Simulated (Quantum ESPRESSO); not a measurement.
Band-structure run, with input and output: GaCuSe2 (part 1 of 3)

System: GaCuSe2 (I-42d, 8 atoms in the cell).
Method: Kohn-Sham DFT of a periodic cell, PBEsol, GBRV 1.5 PBEsol, no spin polarisation (Quantum ESPRESSO 7.5).

The structure derives from an entry of the Crystallography Open Database.

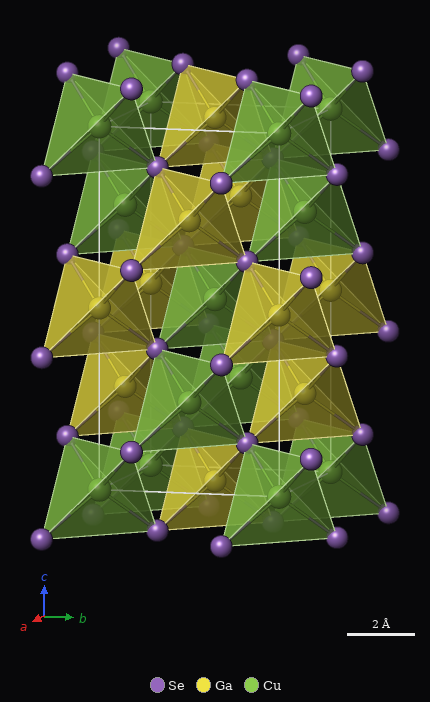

Fig. 1: The structure (polyhedral view of the cell 2 times as large as that of the calculation, set on its symmetry axes, seen slightly off an axis; polyhedra are completed across the faces of the cell).

### The input
```
&CONTROL
  calculation = 'scf'
  prefix = 'pwscf'
  outdir = './tmp'
  pseudo_dir = './pseudo'
  tprnfor = .true.
  tstress = .true.
  disk_io = 'low'
/
&SYSTEM
  ibrav = 0
  celldm(1) = 8
  nat = 8
  ntyp = 3
  ecutwfc = 56
  ecutrho = 448
  nbnd = 64
  occupations = 'smearing'
  smearing = 'fd'
  degauss = 0.00367493
/
&ELECTRONS
  conv_thr = 1.6d-09
  electron_maxstep = 120
  mixing_beta = 0.5
/
ATOMIC_SPECIES
Se    78.9710 se_pbesol_v1.uspp.F.UPF
Ga    69.7230 ga_pbesol_v1.4.uspp.F.UPF
Cu    63.5460 cu_pbesol_v1.2.uspp.F.UPF
CELL_PARAMETERS alat
 -0.6636600041803   0.6636600041803   1.3022575156327
  0.6636600041803  -0.6636600041803   1.3022575156327
  0.6636600041803   0.6636600041803  -1.3022575156327
ATOMIC_POSITIONS crystal
Se     0.1256200000    0.6250000000    0.0006200000
Se     0.8750000000    0.8743800000    0.4993800000
Se     0.6243800000    0.1250000000    0.9993800000
Se     0.3750000000    0.3756200000    0.5006200000
Ga     0.2500000000    0.7500000000    0.5000000000
Ga     0.5000000000    0.5000000000    0.0000000000
Cu     0.7500000000    0.2500000000    0.5000000000
Cu     0.0000000000    0.0000000000    0.0000000000
K_POINTS automatic
7 7 7 0 0 0
```

### File bands.in
```
&CONTROL
  calculation = 'bands'
  prefix = 'pwscf'
  outdir = './tmp'
  pseudo_dir = './pseudo'
  disk_io = 'low'
  verbosity = 'high'
/
&SYSTEM
  ibrav = 0
  celldm(1) = 8
  nat = 8
  ntyp = 3
  ecutwfc = 56
  ecutrho = 448
  nbnd = 64
  occupations = 'smearing'
  smearing = 'fd'
  degauss = 0.00367493
/
&ELECTRONS
  conv_thr = 1d-08
  electron_maxstep = 120
  mixing_beta = 0.5
  diago_full_acc = .true.
  startingwfc = 'random'
/
ATOMIC_SPECIES
Se    78.9710 se_pbesol_v1.uspp.F.UPF
Ga    69.7230 ga_pbesol_v1.4.uspp.F.UPF
Cu    63.5460 cu_pbesol_v1.2.uspp.F.UPF
CELL_PARAMETERS alat
 -0.6636600041803   0.6636600041803   1.3022575156327
  0.6636600041803  -0.6636600041803   1.3022575156327
  0.6636600041803   0.6636600041803  -1.3022575156327
ATOMIC_POSITIONS crystal
Se     0.1256200000    0.6250000000    0.0006200000
Se     0.8750000000    0.8743800000    0.4993800000
Se     0.6243800000    0.1250000000    0.9993800000
Se     0.3750000000    0.3756200000    0.5006200000
Ga     0.2500000000    0.7500000000    0.5000000000
Ga     0.5000000000    0.5000000000    0.0000000000
Cu     0.7500000000    0.2500000000    0.5000000000
Cu     0.0000000000    0.0000000000    0.0000000000
K_POINTS crystal
60
 0.0000000000  0.0000000000  0.0000000000 1
 0.0000000000  0.0000000000  0.0625000000 1
 0.0000000000  0.0000000000  0.1250000000 1
 0.0000000000  0.0000000000  0.1875000000 1
 0.0000000000  0.0000000000  0.2500000000 1
 0.0000000000  0.0000000000  0.3125000000 1
 0.0000000000  0.0000000000  0.3750000000 1
 0.0000000000  0.0000000000  0.4375000000 1
 0.0000000000  0.0000000000  0.5000000000 1
-0.1298576533  0.1298576533  0.5000000000 1
-0.1761254466  0.1761254466  0.4537322067 1
-0.2223932399  0.2223932399  0.4074644133 1
-0.2686610333  0.2686610333  0.3611966200 1
-0.3149288266  0.3149288266  0.3149288266 1
-0.2755627233  0.2755627233  0.2755627233 1
-0.2361966200  0.2361966200  0.2361966200 1
-0.1968305166  0.1968305166  0.1968305166 1
-0.1574644133  0.1574644133  0.1574644133 1
-0.1180983100  0.1180983100  0.1180983100 1
-0.0787322067  0.0787322067  0.0787322067 1
-0.0393661033  0.0393661033  0.0393661033 1
 0.0000000000  0.0000000000  0.0000000000 1
 0.0833333333  0.0833333333 -0.0833333333 1
 0.1666666667  0.1666666667 -0.1666666667 1
 0.2500000000  0.2500000000 -0.2500000000 1
 0.3333333333  0.3333333333 -0.3333333333 1
 0.4166666667  0.4166666667 -0.4166666667 1
 0.5000000000  0.5000000000 -0.5000000000 1
 0.4537322067  0.5462677933 -0.4537322067 1
 0.4074644133  0.5925355867 -0.4074644133 1
 0.3611966200  0.6388033800 -0.3611966200 1
 0.3149288266  0.6850711734 -0.3149288266 1
 0.2099525511  0.6233807822 -0.2099525511 1
 0.1049762755  0.5616903911 -0.1049762755 1
 0.0000000000  0.5000000000  0.0000000000 1
 0.0357142857  0.4642857143  0.0357142857 1
 0.0714285714  0.4285714286  0.0714285714 1
 0.1071428571  0.3928571429  0.1071428571 1
 0.1428571429  0.3571428571  0.1428571429 1
 0.1785714286  0.3214285714  0.1785714286 1
 0.2142857143  0.2857142857  0.2142857143 1
 0.2500000000  0.2500000000  0.2500000000 1
 0.3125000000  0.3125000000  0.1550355867 1
 0.3750000000  0.3750000000  0.0600711734 1
 0.4375000000  0.4375000000 -0.0348932399 1
 0.5000000000  0.5000000000 -0.1298576533 1
 0.5000000000  0.5000000000 -0.1709845807 1
 0.5000000000  0.5000000000 -0.2121115081 1
 0.5000000000  0.5000000000 -0.2532384355 1
 0.5000000000  0.5000000000 -0.2943653629 1
 0.5000000000  0.5000000000 -0.3354922903 1
 0.5000000000  0.5000000000 -0.3766192178 1
 0.5000000000  0.5000000000 -0.4177461452 1
 0.5000000000  0.5000000000 -0.4588730726 1
 0.5000000000  0.5000000000 -0.5000000000 1
 0.0000000000  0.0000000000  0.5000000000 1
 0.0625000000  0.0625000000  0.4375000000 1
 0.1250000000  0.1250000000  0.3750000000 1
 0.1875000000  0.1875000000  0.3125000000 1
 0.2500000000  0.2500000000  0.2500000000 1
```

Launch command:
```bash
OMP_NUM_THREADS=1 mpirun -n 2 pw.x -nk 2 -in pw.in > pw.out
OMP_NUM_THREADS=1 mpirun -n 2 pw.x -nk 2 -in bands.in > bands.out
```

### Log
```
This program is part of the open-source Quantum ESPRESSO suite
     for quantum simulation of materials; please cite
         "P. Giannozzi et al., J. Phys.:Condens. Matter 21 395502 (2009);
         "P. Giannozzi et al., J. Phys.:Condens. Matter 29 465901 (2017);
         "P. Giannozzi et al., J. Chem. Phys. 152 154105 (2020);
          URL
     in publications or presentations arising from this work. More details at

     Message from routine setup:
     using ibrav=0 with symmetry is DISCOURAGED, use correct ibrav instead

     K-points division:     npool     =       2
     Subspace diagonalization in iterative solution of the eigenvalue problem:
     a serial algorithm will be used

     G-vector sticks info
     --------------------
     sticks:   dense  smooth     PW     G-vecs:    dense   smooth      PW
     Sum        5593    2795    809               188135    66589   10287

     Using Slab Decomposition

     bravais-lattice index     =            0
     lattice parameter (alat)  =       8.0000  a.u.
     unit-cell volume          =    1174.6761 (a.u.)^3
     number of atoms/cell      =            8
     number of atomic types    =            3
     number of electrons       =       100.00
     number of Kohn-Sham states=           64
     kinetic-energy cutoff     =      56.0000  Ry
     charge density cutoff     =     448.0000  Ry
     scf convergence threshold =      1.6E-09
     mixing beta               =       0.5000
     number of iterations used =            8  plain     mixing
     Exchange-correlation= SLA  PW   PSX  PSC
                           (   1   4  10   8   0   0   0)

     celldm(1)=   8.000000  celldm(2)=   0.000000  celldm(3)=   0.000000
     celldm(4)=   0.000000  celldm(5)=   0.000000  celldm(6)=   0.000000

     crystal axes: (cart. coord. in units of alat)
               a(1) = (  -0.663660   0.663660   1.302258 )
               a(2) = (   0.663660  -0.663660   1.302258 )
               a(3) = (   0.663660   0.663660  -1.302258 )

     reciprocal axes: (cart. coord. in units 2 pi/alat)
               b(1) = ( -0.000000  0.753398  0.383949 )
               b(2) = (  0.753398 -0.000000  0.383949 )
               b(3) = (  0.753398  0.753398  0.000000 )

     PseudoPot. # 1 for Se read from file:
     se_pbesol_v1.uspp.F.UPF
     Pseudo is Ultrasoft + core correction, Zval =  6.0
     Generated by new atomic code, or converted to UPF format
     Using radial grid of  877 points,  6 beta functions with:
                l(1) =   0
                l(2) =   0
                l(3) =   1
                l(4) =   1
                l(5) =   2
                l(6) =   2
     Q(r) pseudized with  8 coefficients,  rinner =    1.300   1.300   1.300
                                                       1.300   1.300

     PseudoPot. # 2 for Ga read from file:
     ga_pbesol_v1.4.uspp.F.UPF
     Pseudo is Ultrasoft + core correction, Zval = 19.0
     Generated by new atomic code, or converted to UPF format
     Using radial grid of  871 points,  6 beta functions with:
                l(1) =   0
                l(2) =   0
                l(3) =   1
                l(4) =   1
                l(5) =   2
                l(6) =   2
     Q(r) pseudized with  8 coefficients,  rinner =    1.250   1.250   1.250
                                                       1.250   1.250

     PseudoPot. # 3 for Cu read from file:
     cu_pbesol_v1.2.uspp.F.UPF
     Pseudo is Ultrasoft + core correction, Zval = 19.0
     Generated by new atomic code, or converted to UPF format
     Using radial grid of  867 points,  6 beta functions with:
                l(1) =   0
                l(2) =   0
                l(3) =   1
                l(4) =   1
                l(5) =   2
                l(6) =   2
     Q(r) pseudized with  8 coefficients,  rinner =    1.150   1.150   1.150
                                                       1.150   1.150

     atomic species   valence    mass     pseudopotential
     Se                6.00    78.97100     Se( 1.00)
     Ga               19.00    69.72300     Ga( 1.00)
     Cu               19.00    63.54600     Cu( 1.00)

      8 Sym. Ops. (no inversion) found ( 4 have fractional translation)

   Cartesian axes

     site n.     atom                  positions (alat units)
         1        Se     tau(   1) = (   0.3318300  -0.3310071   0.9766931  )
         2        Se     tau(   2) = (   0.3310071   0.3318300   1.6278219  )
         3        Se     tau(   3) = (   0.3318300   0.9946671  -0.3255644  )
         4        Se     tau(   4) = (   0.3326529   0.3318300   0.3255644  )
         5        Ga     tau(   5) = (   0.6636600   0.0000000   0.6511288  )
         6        Ga     tau(   6) = (   0.0000000   0.0000000   1.3022575  )
         7        Cu     tau(   7) = (   0.0000000   0.6636600   0.6511288  )
         8        Cu     tau(   8) = (   0.0000000   0.0000000   0.0000000  )

     number of k points=    40  Fermi-Dirac smearing, width (Ry)=  0.0037
                       cart. coord. in units 2pi/alat
        k(    1) = (   0.0000000   0.0000000   0.0000000), wk =   0.0058309
        k(    2) = (   0.1076283   0.1076283   0.0000000), wk =   0.0233236
        k(    3) = (   0.2152565   0.2152565   0.0000000), wk =   0.0233236
        k(    4) = (   0.3228848   0.3228848   0.0000000), wk =   0.0233236
        k(    5) = (   0.1076283  -0.0000000   0.0548498), wk =   0.0466472
        k(    6) = (   0.2152565   0.1076283   0.0548498), wk =   0.0932945
        k(    7) = (   0.3228848   0.2152565   0.0548498), wk =   0.0932945
        k(    8) = (   0.4305130   0.3228848   0.0548498), wk =   0.0466472
        k(    9) = (   0.2152565  -0.0000000   0.1096996), wk =   0.0466472
        k(   10) = (   0.3228848   0.1076283   0.1096996), wk =   0.0932945
        k(   11) = (   0.4305130   0.2152565   0.1096996), wk =   0.0932945
        k(   12) = (   0.1076283  -0.1076283   0.1096996), wk =   0.0466472
        k(   13) = (   0.3228848  -0.0000000   0.1645494), wk =   0.0466472
        k(   14) = (   0.4305130   0.1076283   0.1645494), wk =   0.0932945
        k(   15) = (   0.5381413   0.2152565   0.1645494), wk =   0.0466472
        k(   16) = (   0.1076283  -0.2152565   0.1645494), wk =   0.0932945
        k(   17) = (   0.2152565   0.2152565   0.1096996), wk =   0.0466472
        k(   18) = (   0.3228848   0.3228848   0.1096996), wk =   0.0466472
        k(   19) = (  -0.0000000  -0.0000000   0.1096996), wk =   0.0116618
        k(   20) = (   0.3228848   0.2152565   0.1645494), wk =   0.0932945
        k(   21) = (   0.4305130   0.3228848   0.1645494), wk =   0.0466472
        k(   22) = (  -0.0000000  -0.1076283   0.1645494), wk =   0.0466472
        k(   23) = (  -0.0000000  -0.2152565   0.2193992), wk =   0.0466472
        k(   24) = (   0.1076283  -0.1076283   0.2193992), wk =   0.0466472
        k(   25) = (  -0.0000000   0.4305130  -0.1096996), wk =   0.0466472
        k(   26) = (  -0.6457696  -0.2152565  -0.1096996), wk =   0.0932945
        k(   27) = (   0.0000000   0.3228848  -0.0548498), wk =   0.0466472
        k(   28) = (   0.1076283   0.4305130  -0.0548498), wk =   0.0932945
        k(   29) = (  -0.5381413  -0.2152565  -0.0548498), wk =   0.0466472
        k(   30) = (  -0.0000000   0.2152565  -0.0000000), wk =   0.0233236
        k(   31) = (   0.1076283   0.3228848  -0.0000000), wk =   0.0466472
        k(   32) = (   0.2152565   0.4305130  -0.0000000), wk =   0.0466472
        k(   33) = (  -0.0000000  -0.0000000   0.2193992), wk =   0.0116618
        k(   34) = (  -0.0000000  -0.1076283   0.2742490), wk =   0.0466472
        k(   35) = (  -0.0000000   0.5381413  -0.0548498), wk =   0.0466472
        k(   36) = (  -0.6457696  -0.1076283  -0.0548498), wk =   0.0466472
        k(   37) = (   0.0000000   0.4305130  -0.0000000), wk =   0.0233236
        k(   38) = (   0.1076283   0.5381413  -0.0000000), wk =   0.0466472
        k(   39) = (  -0.0000000  -0.0000000   0.3290988), wk =   0.0116618
        k(   40) = (  -0.0000000   0.6457696  -0.0000000), wk =   0.0233236

     Dense  grid:   188135 G-vectors     FFT dimensions: (  96,  96,  90)

     Smooth grid:    66589 G-vectors     FFT dimensions: (  64,  64,  64)

     Initial potential from superposition of free atoms

     starting charge      95.9997, renormalised to     100.0000
     Starting wfcs are   66 randomized atomic wfcs

     Self-consistent Calculation

     iteration #  1     ecut=    56.00 Ry     beta= 0.50
     Davidson diagonalization with overlap
     ethr =  1.00E-02,  avg # of iterations =  4.6

     total energy              =   -1802.58772962 Ry
     estimated scf accuracy    <      15.62739220 Ry

     iteration #  2     ecut=    56.00 Ry     beta= 0.50
     Davidson diagonalization with overlap
     ethr =  1.00E-02,  avg # of iterations =  3.0

     total energy              =   -1809.22003093 Ry
     estimated scf accuracy    <       9.38257647 Ry

     iteration #  3     ecut=    56.00 Ry     beta= 0.50
     Davidson diagonalization with overlap
     ethr =  9.38E-03,  avg # of iterations =  2.0

     total energy              =   -1810.41792890 Ry
     estimated scf accuracy    <       0.61826511 Ry

     iteration #  4     ecut=    56.00 Ry     beta= 0.50
     Davidson diagonalization with overlap
     ethr =  6.18E-04,  avg # of iterations =  2.1

     total energy              =   -1810.49587101 Ry
     estimated scf accuracy    <       0.16360546 Ry

     iteration #  5     ecut=    56.00 Ry     beta= 0.50
     Davidson diagonalization with overlap
     ethr =  1.64E-04,  avg # of iterations =  2.9

     total energy              =   -1810.48274591 Ry
     estimated scf accuracy    <       0.04437892 Ry

     iteration #  6     ecut=    56.00 Ry     beta= 0.50
     Davidson diagonalization with overlap
     ethr =  4.44E-05,  avg # of iterations =  5.0

     total energy              =   -1810.49248981 Ry
     estimated scf accuracy    <       0.00786418 Ry

     iteration #  7     ecut=    56.00 Ry     beta= 0.50
     Davidson diagonalization with overlap
     ethr =  7.86E-06,  avg # of iterations =  5.4

     total energy              =   -1810.49330488 Ry
     estimated scf accuracy    <       0.00111048 Ry

     iteration #  8     ecut=    56.00 Ry     beta= 0.50
     Davidson diagonalization with overlap
     ethr =  1.11E-06,  avg # of iterations =  5.0

     total energy              =   -1810.49361097 Ry
     estimated scf accuracy    <       0.00003072 Ry

     iteration #  9     ecut=    56.00 Ry     beta= 0.50
     Davidson diagonalization with overlap
     ethr =  3.07E-08,  avg # of iterations =  6.7

     total energy              =   -1810.49365032 Ry
     estimated scf accuracy    <       0.00001249 Ry

     iteration # 10     ecut=    56.00 Ry     beta= 0.50
     Davidson diagonalization with overlap
     ethr =  1.25E-08,  avg # of iterations =  2.3

     total energy              =   -1810.49365247 Ry
     estimated scf accuracy    <       0.00000008 Ry

     iteration # 11     ecut=    56.00 Ry     beta= 0.50
     Davidson diagonalization with overlap
     ethr =  7.56E-11,  avg # of iterations = 13.3

     total energy              =   -1810.49365310 Ry
     estimated scf accuracy    <       0.00000017 Ry
```
